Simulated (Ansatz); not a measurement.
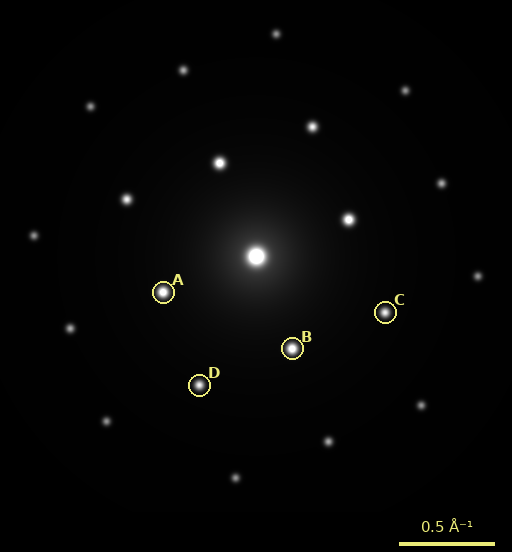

The pattern is a kinematic simulation for 100 kV electrons (no multiple scattering; isotropic B = 1 Å²). The zone axis points towards the electron source and the pattern is seen from the source side.

The sample is V, space group Fm-3m (No. 225), a = 3.805 Å. Structure: the input geometry of an electronic-structure calculation (not necessarily at equilibrium); the starting structure was generated, so it need not be a known form of this composition.

Spot A is indexed -2 0 0 and spot B 0 -2 0.

Question: What are the indices of the remaining marked spots?

Answer: C = −A + B = 2 -2 0 (d = 1.345 Å). D = A + B = -2 -2 0 (d = 1.345 Å).

Question: Which zone axis is this?

Answer: The cross product of A and B is parallel to [001]; every spot obeys hu + kv + lw = 0.

Question: What are the spacings of A and B and the angle between them?

Answer: d(A) = 1.902 Å, d(B) = 1.902 Å, and the angle is 90.0°.
